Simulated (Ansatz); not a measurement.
**ZnO: single-point calculation (part 1 of 2)**

The run: single-point calculation of ZnO (slab, 8 atoms in the cell). Method and program: DFT, LDA, PAW with Ansatz's default frozen-core files, scalar-relativistic, no spin polarisation (Ansatz 0.2.0).

It belongs to a series of runs on one base structure; here: core holes in 2p of Zn, PAW files.

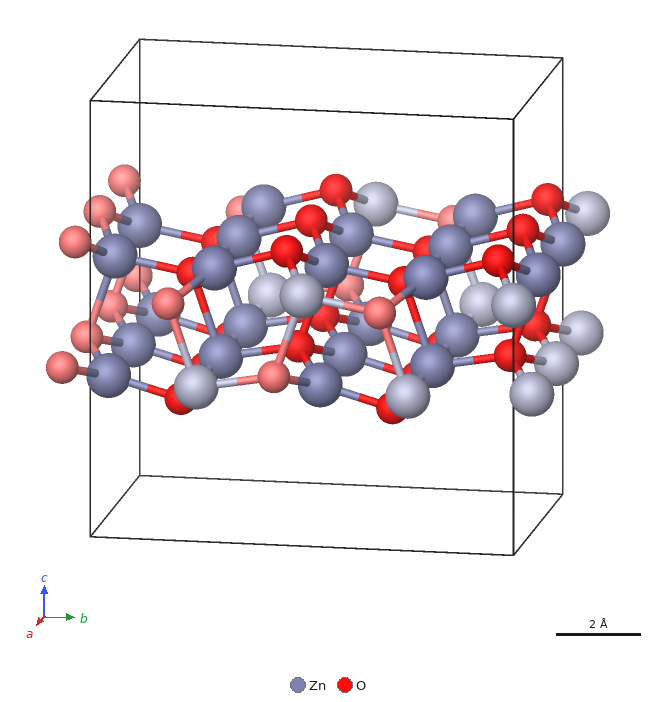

*The input geometry (ball-and-stick view of the 2 × 2 repeat of the cell, with the vacuum cut short, seen slightly off an axis; neighbours outside the cell are drawn fainter).*

Near neighbours in the crystal (not all of them lie inside the picture): Zn has 3 O at 1.83 to 1.88 Å; O has 3 Zn at 1.83 to 1.86 Å; Zn has 4 O at 1.86 to 2.13 Å; O has 4 Zn at 1.88 to 2.13 Å.

### Summary

| quantity | value |
| --- | --- |
| outcome | converged |
| electrons treated | 72 |
| free energy | −15205.6099 eV |
| Fermi energy | −1.511 eV |
| gap on the k-point mesh | 1.29 eV |
| largest force (length of the vector) | 0.004 eV/Å |
| hardware | 3 threads of Arm Neoverse V1, 24 GiB of memory available, shared host |
| wall time | 49 s (CPU time 2.2 min) |
| peak memory | 0.69 GiB |

### Notes

The program warns: the structure was made exactly symmetric; the exchange-correlation potential is rough where the density is thin.

### The input
```yaml
crystal:
  lattice:
    - [3.1865540094, 0.0, 0.0]
    - [0.0, 5.1530062734, 0.0]
    - [0.0, 0.0, 19.6795]
  atoms:
    - { symbol: Zn, position: [0.0, 0.0869056822, 0.4298508369] }
    - { symbol: O, position: [0.0, 0.4282690693, 0.405004305] }
    - { symbol: Zn, position: [0.5, 0.5590270802, 0.4402157517] }
    - { symbol: O, position: [0.5, 0.9257989425, 0.4571803684] }
    - { symbol: Zn, position: [0.5, 0.0590268879, 0.5597843575] }
    - { symbol: O, position: [0.5, 0.4257986247, 0.542819498] }
    - { symbol: Zn, position: [0.0, 0.5869051037, 0.5701492433] }
    - { symbol: O, position: [0.0, 0.9282686095, 0.5949956393] }
kpoints:
  mp_grid: { grid: [9, 6, 1] }
scf:
  occupations: { method: fermi_dirac, width: 0.02 }
hamiltonian:
  xc: lda
  pseudopotentials: { kind: paw }
output:
  forces: true
  stress: true
  eigenvalues: true
  core_levels:
    shells: { Zn: ["2p"] }
    counted_from: conduction_bottom
    add_spin: false
  write_density: true
  write_potential: true
  elf: true
  volumetric_format: npy
```

Run as:
```bash
ansatz run input.yaml --threads 3 --pin off --max-ram 8192MiB --backend cpu --events-out ev --progress --plain --runs-dir out
```

### The program's output
```
Warning: the atoms were moved onto the symmetric positions of the space group found under crystal.symmetry.tolerance 1.0e-5 (fractional; no operation is sought that the atoms, as they stand in a round, miss by more than twice it, and no atom is moved by as much as it), and the run uses the moved positions. Before a round's move an operation carried an atom to 3.37e-6 Å from where it should land, the largest such distance. Atom 0 (counting from 0) moved farthest, by 1.69e-6 Å; the longest move in fractions of the cell, of whichever atom, is 0.02 of the tolerance, in 1 round. To run the atoms as typed, lower crystal.symmetry.tolerance until the operations that they miss are no longer found, or set crystal.symmetry.detect: false (a key that needs symmetry detection or time reversal refuses this as the deck is read). The positions used, in the order of the run's atom list: position: [0.0, 0.08690539295000001, 0.4298507968]; position: [0.0, 0.4282688394, 0.40500433285000004]; position: [0.5, 0.5590269840500001, 0.4402156971]; position: [0.5, 0.9257987836, 0.4571804352]; position: [0.5, 0.059026984049999995, 0.5597843029]; position: [0.5, 0.4257987836, 0.5428195648]; position: [0.0, 0.58690539295, 0.5701492032000001]; position: [0.0, 0.9282688394, 0.59499566715];
Engine: ansatz 0.2.0, aarch64-unknown-linux-gnu
Pseudopotentials: kind: paw
Pseudopotential: Zn, paw, valence charge 12, recommended cutoff 420 eV (normal), Zn.paw.azcp
Pseudopotential: O, paw, valence charge 6, recommended cutoff 420 eV (normal), O.paw.azcp
Functional definition: SPW92
  exchange = slater_x
  correlation = pw_c
Crystal: 8 atoms, lattice volume = 323.144 Å³
Basis set: ecut = 420 eV, 6331 PW (Γ)
Bands: 44, of which v1, the nominal top of the filled ones, is band 36 counted from 1 (35 counted from 0)
Symmetry: 4 space group operations
Space group: Pmc21 (ITA 26), of the structure as read, at distance tolerance 6.9e-5 Å
k-points: 20 of 54 (time reversal used)
Non-local potential: Zn, projectors of the file, l = 0: 2, l = 1: 2, l = 2: 3, l = 3: 1
Non-local potential: O, projectors of the file, l = 0: 2, l = 1: 2, l = 2: 1
PAW form: soft (Blöchl's): semilocal exchange-correlation on the pseudo side does not see the compensation charge
PAW frozen core: Zn, regenerated for the run's functional, and the local potential with it (the file was generated under x = pbe(κ = 0.804, μ = 0.2195149727645171), c = pbe(β = 0.06672455060314922))
PAW frozen core: O, regenerated for the run's functional, and the local potential with it (the file was generated under x = pbe(κ = 0.804, μ = 0.2195149727645171), c = pbe(β = 0.06672455060314922))
PAW one-centre angular grid: Zn, 590 points (default); XC on 64 Gauss nodes
PAW one-centre angular grid: O, 110 points (default); XC on 64 Gauss nodes
Initial density: superposition of atomic densities (neutral atoms: chi_scale 0, normalization atom), corrected by the library's trained network
Initial wavefunctions: pseudopotential atomic-orbital guess
Functional: x = slater, c = lda
SCF iter   1: F=—  HF=-15205.672837 eV  |F-HF|=—  |Δ(HF+E_count)|=         —  Δρ=8.93e-3  dr2=2.43e-1  ethr=1.77e-3  ⟨swp⟩=10.2  Hψ=4635  notcnv=0
preconditioner: auto → Resta (q_TF=auto, 2.124 Å⁻¹)  ε∞=3.2  [insulator: Δε(μ)=1.160 eV  Ē_g=11.763 eV  σ=0.020 eV  W_gap=1.00  n_scr=44 (ndim 8)  ℏωp=17.5 eV  f_vac=0.686  D(μ)=0.00/eV (n_scr^D=0)  ε∞_Penn≈3.2  vacuum switching on, ρ_ref=1.0e-2 e/Å³]
SCF iter   2: F=—  HF=-15205.614487 eV  |F-HF|=—  |Δ(HF+E_count)|=   5.83e-2  Δρ=3.34e-3  dr2=1.70e-2  ethr=3.37e-4  ⟨swp⟩=2.6  Hψ=1855  notcnv=0  defer=53
SCF iter   3: F=—  HF=-15205.610184 eV  |F-HF|=—  |Δ(HF+E_count)|=   4.30e-3  Δρ=9.58e-4  dr2=2.69e-3  ethr=2.36e-5  ⟨swp⟩=2.5  Hψ=1639  notcnv=0  defer=53
SCF iter   4: F=—  HF=-15205.610022 eV  |F-HF|=—  |Δ(HF+E_count)|=   1.62e-4  Δρ=6.93e-4  dr2=1.09e-3  ethr=3.74e-6  ⟨swp⟩=2.5  Hψ=1554  notcnv=0  defer=53
SCF iter   5: F=—  HF=-15205.609797 eV  |F-HF|=—  |Δ(HF+E_count)|=   2.25e-4  Δρ=1.25e-4  dr2=3.49e-5  ethr=1.51e-6  ⟨swp⟩=2.3  Hψ=1552  notcnv=0  defer=53
SCF iter   6: F=—  HF=-15205.609856 eV  |F-HF|=—  |Δ(HF+E_count)|=   5.90e-5  Δρ=7.31e-5  dr2=1.44e-5  ethr=4.84e-8  ⟨swp⟩=2.0  Hψ=1576  notcnv=0  defer=53
SCF iter   7: F=—  HF=-15205.609854 eV  |F-HF|=—  |Δ(HF+E_count)|=   2.64e-6  Δρ=3.04e-5  dr2=2.43e-6  ethr=2.00e-8  ⟨swp⟩=2.0  Hψ=1460  notcnv=0  defer=53
SCF iter   8: F=-15205.609853 eV  HF=-15205.609853 eV  |F-HF|=4.18e-8  |Δ(HF+E_count)|=   6.44e-7  Δρ=5.32e-6  dr2=6.61e-8  ethr=1.39e-10  ⟨swp⟩=19.4  Hψ=8726  notcnv=0
SCF 1 converged in 8 iterations: F = -15205.609853 eV  dr2 = 6.61e-8
  greatest PAW one-centre occupation: 0.988 electrons in one spin orbital (limit 2), on the Zn atom at site 0 (counted from 0), in its partial waves of l = 2
```

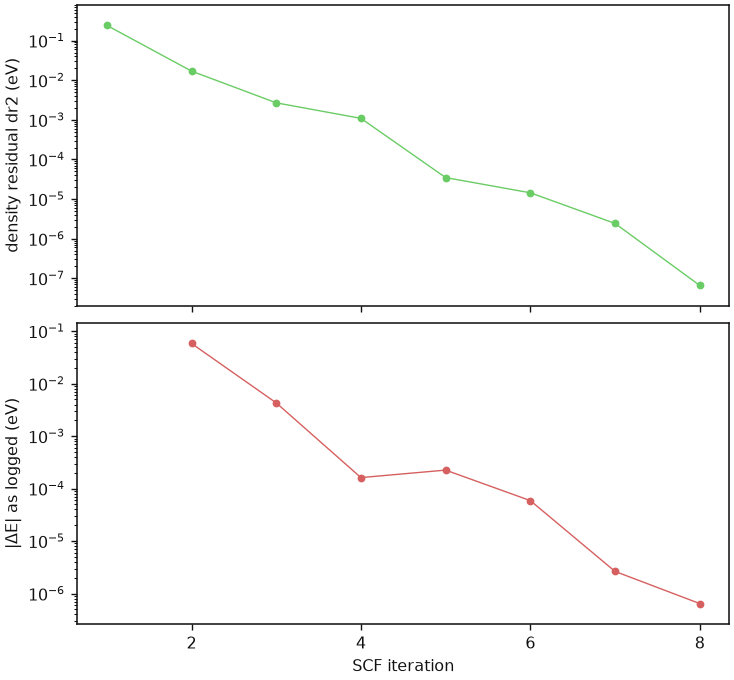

*Convergence of the self-consistent field: density residual dr2 and size of the energy change against the SCF iteration.*

The residual falls at every step.

```
WARN: The output density's exchange-correlation potential varies sharply where the density is thin. Do not read a vacuum level from v_tot or v_xc, or from such a field of the output density. On a cell that repeats whose density bears no net charge and no dipole along the vacuum's axis use v_es (v_loc + v_h of the components); under efield.dipole_correction with no amplitude use v_es + v_field, which holds any external_charges[].barrier, or the levels of the report's work_function block, which leave it out; under a non-zero efield.amplitude the vacuum is tilted and has no level; on a cell that repeats and bears such a dipole with no correction it is tilted too, and efield.dipole_correction with no amplitude gives each side of its ramp a level where efield: is served; in a cell that repeats whose density bears a net charge (total_charge, or a fill off its count) it is curved and has none; of a slab under crystal.periodic whose density bears no net charge use v_es, which has a level on each side, short of where the two are joined; of another it falls or rises all the way out and has none; of a slab beside external_charges read slab_vacuum_level instead, which it has where they leave it neutral. The grid or the basis barely resolves most such structure, and the values can differ between equally converged runs; as a rule a tighter scf.convergence.dr2_threshold does not remove it. Where the density itself ripples (under the LDA too) a higher basis.ecutwfc lessens it. The files hold the spikes' plane waves up to the density's cutoff. Files: v_tot_of_output_density and the like, and their columns of v_z.tsv (output.write_potential); v_xc_of_output_density and the like, and their columns of v_comp_z.tsv (output.write_potential_components). Measured: with its Gaussian average of σ = 0.25 Å subtracted twice, the exchange-correlation potential is over 0.1 eV at 2260 of the grid points where the equally averaged density (valence and model cores) is under 1e-3 e/Å³, and 0.541 eV at the most among them, at an averaged density of 1.7e-4 e/Å³. The input density's (outcome.potential() and, of a run that writes arrays, v_tot and v_xc) is over 0.1 eV, so measured, at 2276 points of its own thin density, 0.539 eV at the most. See output.write_potential in the manual, Limitations
── core hole 1/2: 2p of Zn 0 ──
── 2p of Zn 0: 1025.441 eV over the cell without the hole, in 13 iterations ──
── core hole 2/2: 2p of Zn 2 ──
── 2p of Zn 2: 1025.210 eV over the cell without the hole, in 12 iterations ──
SCF converged after 8 iterations
Free energy (F): -15205.609853 eV
Harris-Foulkes:  -15205.609853 eV  (|F-HF|=4.18e-8)
Internal energy: -15205.609853 eV  (E = F + TS)
E sigma→0 (E₀):  -15205.609853 eV
Fermi energy:    -1.511311 eV
--- Per-component energies (eV) ---
  E_band       = -577.652603
  E_kinetic    = 1223.688296
  E_local      = -61295.426872  (includes V_loc(G=0)·N_el)
  E_nonlocal   = 2684.098194
  E_hartree    = 29574.440929
  E_xc         = -829.148731
  E_vxc        = -583.262525  (∫ρ·V_xc dr)
  E_paw        = -7623.861917  (= ΣΔE_a)
  E_vpaw       = -1755.648266  (= ΣTr[D̂ρ^β])
  E_aug_tail   = 0.008494  (compensation charges beyond the density's cutoff)
  E_ewald      = 21053.975501
  E_core_change = 6.616251  (= ΣΔE_core)
  E_smearing   = -0.000000  (= −TS)
  E_closure    = 0.000000  (closes the sum)
  Σ components = -15205.609853   (vs F -15205.609853, Δ=0.00e0)
--- Forces (eV/Å), atoms counted from 1 ---
  atom   1  Zn    -0.00000000     0.00051284     0.00314915
  atom   2  O      0.00000000    -0.00272283    -0.00340684
  atom   3  Zn     0.00000000    -0.00129114     0.00260381
  atom   4  O      0.00000000     0.00339904    -0.00266270
  atom   5  Zn     0.00000000    -0.00129114    -0.00260381
  atom   6  O      0.00000000     0.00339904     0.00266270
  atom   7  Zn    -0.00000000     0.00051284    -0.00314915
  atom   8  O      0.00000000    -0.00272283     0.00340684
  max |Σ_I F_I| component: 2.04e-4 eV/Å
--- Stress (GPa, compression-positive) ---
        1.796820       0.000000       0.000000
        0.000000       1.636090       0.000000
        0.000000       0.000000       0.000007
  P = ⅓ Tr σ = 1.1443 GPa (11.443 kbar)
--- Band table (eV; the first three rows and the last of 20) ---
```
